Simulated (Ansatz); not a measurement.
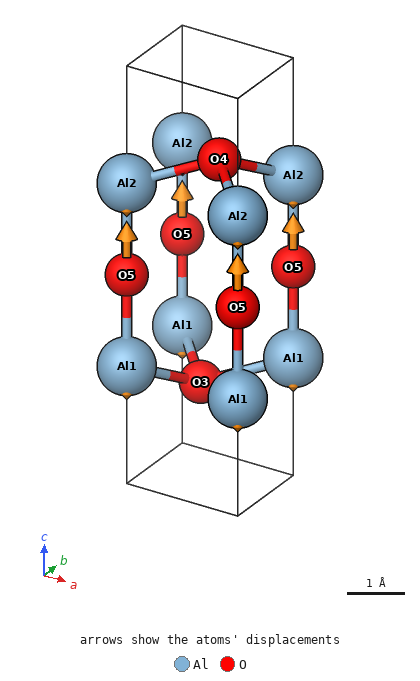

Lattice vibrations of solid Al₂O₃, space group P-3m1 (No. 164), at the zone centre. The optical levels lie at 60 (×2), 122 (×2), 388, 516, 628 (×4), 776, 1165 cm⁻¹. One mode is drawn. Displacements are drawn as orange arrows; their common scale and sign are arbitrary. The picture is a ball-and-stick view of the cell of the calculation, seen slightly off an axis.

Level of theory: Ansatz 0.2.0, DFT r2SCAN, scalar-relativistic, plane waves, PAW. (plane-wave cutoff 500 eV; k-point mesh 12 × 12 × 4; occupations gaussian; smearing width 0.05 eV; no spin polarisation)

Frequencies are those without the non-analytic (LO–TO) term.

Which of these frequencies is the drawn mode's?

The level at 1165 cm⁻¹. This is the A₂u mode, the highest optical level, infrared-active by symmetry. The O (2d) atoms hardly move; the O (1b) sublattice moves against the Al sublattice, along c; of the bonds it mainly stretches Al–O, some lengthening while others shorten; the kinetic energy is shared as O 79 %, Al 21 %.

Limits of the set-up: layers or molecules are held without a dispersion correction, so their spacing is unreliable.
